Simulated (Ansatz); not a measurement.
## From Ge to Sn

System: Ge (P6₃/mmc, 4 atoms in the cell).
Method of run 1: DFT PBE, scalar-relativistic, plane waves, PAW, no spin polarisation (Ansatz 0.2.0).
System of run 2: Sn (4 atoms in the cell).

On run 1: The structure derives from a Materials Project entry. On run 2: The structure was made by swapping elements on the sites of another compound; it need not be a known phase. It belongs to a series of runs on one base structure; here: Ge -> Sn on all its sites, cell and atoms relaxed. Text and figures count atoms from 1; the logs count them from 0 in places.

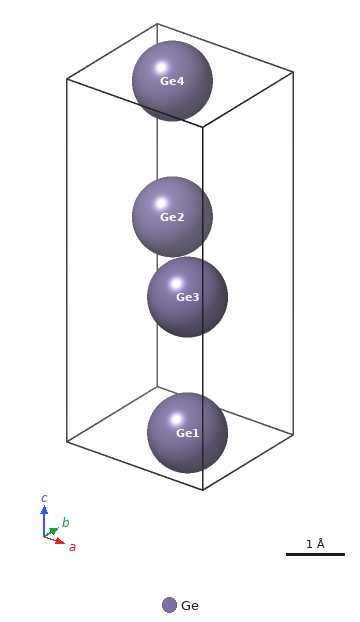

**Figure 1.** The structure as given in the input (spheres-only view of the cell of the calculation, seen slightly off an axis; atoms are numbered from 1 in the order of the input).

The input, run 1:
```yaml
crystal:
  lattice:
    - [3.9975858431, 0.0, 0.0]
    - [-1.9987929216, 3.462010894, 0.0]
    - [0.0, 0.0, 6.59937795]
  atoms:
    - { symbol: Ge, position: [0.66666667, 0.33333333, 0.06290125] }
    - { symbol: Ge, position: [0.33333333, 0.66666667, 0.56290125] }
    - { symbol: Ge, position: [0.66666667, 0.33333333, 0.43709875] }
    - { symbol: Ge, position: [0.33333333, 0.66666667, 0.93709875] }
basis:
  ecutwfc: 420
kpoints:
  mp_grid: { grid: [6, 6, 4] }
hamiltonian:
  xc: pbe
scf:
  occupations: { method: gaussian, width: 0.1 }
output:
  forces: true
  stress: true
  eigenvalues: true
```

Command:
```bash
ansatz run input.yaml --threads 1 --pin off --max-ram 2560MiB --backend cpu --events-out ev --progress --plain --runs-dir out
```

Hardware: 1 thread of AMD EPYC (Zen 3), 176 GiB of memory available, shared host.

Output, shortened to warnings, some set-up lines, iterations and results (run 1):
```
Basis set: ecut = 420 eV, 1763 PW (Γ), exchange–correlation on 54×54×90 points (8 copies of the dense FFT grid, shifted against one another)
Symmetry: 24 space group operations
k-points: 21 of 144
Initial density: superposition of atomic densities (neutral atoms: chi_scale 0, normalization atom), corrected by the library's trained network
[...]
SCF iter   1: F=—  HF=-17179.791234 eV  |F-HF|=—  |Δ(HF+E_count)|=         —  Δρ=1.12e-3  dr2=1.17e-3  ethr=1.77e-3  ⟨swp⟩=5.8  Hψ=2720  notcnv=0
SCF iter   2: F=—  HF=-17179.789590 eV  |F-HF|=—  |Δ(HF+E_count)|=   1.64e-3  Δρ=9.00e-4  dr2=5.00e-4  ethr=2.08e-6  ⟨swp⟩=2.0  Hψ=1409  notcnv=0
SCF iter   3: F=—  HF=-17179.789445 eV  |F-HF|=—  |Δ(HF+E_count)|=   1.45e-4  Δρ=4.61e-4  dr2=1.64e-4  ethr=8.93e-7  ⟨swp⟩=2.0  Hψ=1194  notcnv=0
SCF iter   4: F=—  HF=-17179.789531 eV  |F-HF|=—  |Δ(HF+E_count)|=   8.59e-5  Δρ=1.80e-4  dr2=1.46e-5  ethr=2.93e-7  ⟨swp⟩=2.0  Hψ=1276  notcnv=0
SCF iter   5: F=—  HF=-17179.789387 eV  |F-HF|=—  |Δ(HF+E_count)|=   1.44e-4  Δρ=4.11e-5  dr2=8.42e-7  ethr=2.61e-8  ⟨swp⟩=2.0  Hψ=1269  notcnv=0
SCF iter   6: F=-17179.789387 eV  HF=-17179.789387 eV  |F-HF|=1.93e-9  |Δ(HF+E_count)|=   7.27e-8  Δρ=2.52e-6  dr2=4.21e-9  ethr=1.79e-10  ⟨swp⟩=5.2  Hψ=3002  notcnv=0
SCF 1 converged in 6 iterations: F = -17179.789387 eV  dr2 = 4.21e-9
SCF converged after 6 iterations
Free energy (F): -17179.789387 eV
Harris-Foulkes:  -17179.789387 eV  (|F-HF|=1.93e-9)
Internal energy: -17179.788230 eV  (E = F + TS)
E sigma→0 (E₀):  -17179.788809 eV
Entropy (-TS):   -0.001157 eV (-0.289 meV/atom)
Fermi energy:    8.546121 eV
--- Per-component energies (eV) ---
  E_band       = -602.048504
  E_kinetic    = 446.075115
  E_local      = -9921.108091  (includes V_loc(G=0)·N_el)
  E_nonlocal   = 1674.357190
  E_hartree    = 4354.678142
  E_xc         = -302.339736
  E_vxc        = -258.533590  (∫ρ·V_xc dr)
  E_paw        = -8079.726729  (= ΣΔE_a)
  E_vpaw       = -1252.193748  (= ΣTr[D̂ρ^β])
  E_aug_tail   = 0.001446  (compensation charges beyond the density's cutoff)
  E_ewald      = -5351.725568
  E_smearing   = -0.001157  (= −TS)
  E_closure    = 0.000000  (closes the sum)
  Σ components = -17179.789387   (vs F -17179.789387, Δ=0.00e0)
--- Forces (eV/Å), atoms counted from 1 ---
  atom   1  Ge    -0.00000000     0.00000000     0.01572821
  atom   2  Ge     0.00000000    -0.00000000     0.01572821
  atom   3  Ge    -0.00000000     0.00000000    -0.01572821
  atom   4  Ge    -0.00000000    -0.00000000    -0.01572821
  max |Σ_I F_I| component: 6.94e-17 eV/Å
--- Stress (GPa, compression-positive) ---
        3.218214      -0.000000       0.000000
       -0.000000       3.218214       0.000000
        0.000000       0.000000       2.602637
  P = ⅓ Tr σ = 3.0130 GPa (30.130 kbar)
```

For run 2 the input was changed thus:
```diff
-    - [3.9975858431, 0.0, 0.0]
-    - [-1.9987929216, 3.462010894, 0.0]
-    - [0.0, 0.0, 6.59937795]
+    - [4.4782619153, 0.0, 0.0]
+    - [-2.2391309577, 3.8782885834, 0.0]
+    - [0.0, 0.0, 7.3853466719]
-    - { symbol: Ge, position: [0.66666667, 0.33333333, 0.06290125] }
-    - { symbol: Ge, position: [0.33333333, 0.66666667, 0.56290125] }
-    - { symbol: Ge, position: [0.66666667, 0.33333333, 0.43709875] }
-    - { symbol: Ge, position: [0.33333333, 0.66666667, 0.93709875] }
+    - { symbol: Sn, position: [0.6666666667, 0.3333333333, 0.0627911807] }
+    - { symbol: Sn, position: [0.3333333333, 0.6666666667, 0.5627911807] }
+    - { symbol: Sn, position: [0.6666666667, 0.3333333333, 0.4372088193] }
+    - { symbol: Sn, position: [0.3333333333, 0.6666666667, 0.9372088193] }
```

What does this change do to the results?

The total energies belong to different systems, so their difference says nothing on which is more stable or more accurate. The pressure goes from 3.01 to 6.96 GPa. The largest force goes from 0.016 to 0.060 eV/Å. The volume per atom goes from 22.83 to 32.07 Å³. The number of SCF iterations is the same. The plane waves at Γ go from 1763 to 2539. On the same kind of shared host run 2 took about 1.8 times as long.

Output, shortened to warnings, some set-up lines, iterations and results (run 2):
```
Basis set: ecut = 420 eV, 2539 PW (Γ), exchange–correlation on 60×60×100 points (8 copies of the dense FFT grid, shifted against one another)
Symmetry: 24 space group operations
k-points: 21 of 144
Initial density: superposition of atomic densities (neutral atoms: chi_scale 0, normalization atom), corrected by the library's trained network
[...]
SCF iter   1: F=—  HF=-24096.402244 eV  |F-HF|=—  |Δ(HF+E_count)|=         —  Δρ=6.48e-4  dr2=7.20e-4  ethr=1.77e-3  ⟨swp⟩=6.8  Hψ=3388  notcnv=0
SCF iter   2: F=—  HF=-24096.401403 eV  |F-HF|=—  |Δ(HF+E_count)|=   8.41e-4  Δρ=3.73e-4  dr2=2.05e-4  ethr=1.29e-6  ⟨swp⟩=2.7  Hψ=1487  notcnv=0
SCF iter   3: F=—  HF=-24096.401552 eV  |F-HF|=—  |Δ(HF+E_count)|=   1.49e-4  Δρ=1.48e-4  dr2=2.96e-5  ethr=3.67e-7  ⟨swp⟩=2.0  Hψ=1276  notcnv=0
SCF iter   4: F=—  HF=-24096.401567 eV  |F-HF|=—  |Δ(HF+E_count)|=   1.53e-5  Δρ=5.71e-5  dr2=4.42e-6  ethr=5.28e-8  ⟨swp⟩=2.2  Hψ=1247  notcnv=0
SCF iter   5: F=—  HF=-24096.401569 eV  |F-HF|=—  |Δ(HF+E_count)|=   1.77e-6  Δρ=1.05e-5  dr2=1.89e-7  ethr=7.90e-9  ⟨swp⟩=2.0  Hψ=1276  notcnv=0
SCF iter   6: F=-24096.401569 eV  HF=-24096.401569 eV  |F-HF|=2.24e-9  |Δ(HF+E_count)|=   3.34e-7  Δρ=5.05e-6  dr2=2.47e-8  ethr=1.79e-10  ⟨swp⟩=9.0  Hψ=2875  notcnv=0
SCF 1 converged in 6 iterations: F = -24096.401569 eV  dr2 = 2.47e-8
SCF converged after 6 iterations
Free energy (F): -24096.401569 eV
Harris-Foulkes:  -24096.401569 eV  (|F-HF|=2.24e-9)
Internal energy: -24096.400417 eV  (E = F + TS)
E sigma→0 (E₀):  -24096.400993 eV
Entropy (-TS):   -0.001152 eV (-0.288 meV/atom)
Fermi energy:    8.713050 eV
--- Per-component energies (eV) ---
  E_band       = -456.471549
  E_kinetic    = 753.880154
  E_local      = -4457.853907  (includes V_loc(G=0)·N_el)
  E_nonlocal   = -127.174451
  E_hartree    = 2596.667059
  E_xc         = -1529.718062
  E_vxc        = -384.382698  (∫ρ·V_xc dr)
  E_paw        = -16553.349718  (= ΣΔE_a)
  E_vpaw       = -1434.287809  (= ΣTr[D̂ρ^β])
  E_aug_tail   = -0.000002  (compensation charges beyond the density's cutoff)
  E_ewald      = -4778.851490
  E_smearing   = -0.001152  (= −TS)
  E_closure    = -0.000000  (closes the sum)
  Σ components = -24096.401569   (vs F -24096.401569, Δ=0.00e0)
--- Forces (eV/Å), atoms counted from 1 ---
  atom   1  Sn     0.00000000     0.00000000     0.06022641
  atom   2  Sn    -0.00000000    -0.00000000     0.06022641
  atom   3  Sn     0.00000000     0.00000000    -0.06022641
  atom   4  Sn    -0.00000000    -0.00000000    -0.06022641
  max |Σ_I F_I| component: 1.39e-17 eV/Å
--- Stress (GPa, compression-positive) ---
        7.163418      -0.000000       0.000000
       -0.000000       7.163418       0.000000
        0.000000       0.000000       6.546496
  P = ⅓ Tr σ = 6.9578 GPa (69.578 kbar)
```

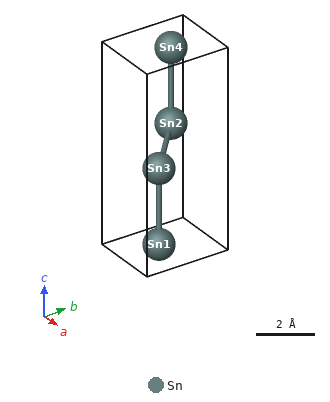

**Figure 2.** The input structure of run 2 (ball-and-stick view of the cell of the calculation, seen slightly off an axis; atoms are numbered from 1 in the order of the input).

The two runs side by side:

| quantity | run 1 | run 2 |
| --- | --- | --- |
| outcome | converged | converged |
| free energy per atom (eV) | −4294.9473 | −6024.1004 |
| pressure (GPa) | 3.01 | 6.96 |
| volume per atom (Å³) | 22.83 | 32.07 |
| largest force (eV/Å) | 0.016 | 0.060 |
| SCF iterations | 6 | 6 |
| irreducible k-points | 21 | 21 |
| plane waves at Γ | 1763 | 2539 |
| wall time (shared host) | 2.6 s | 4.7 s |

For run 2: The cell is under a pressure of 7.0 GPa at this level, so it is not at its equilibrium volume.
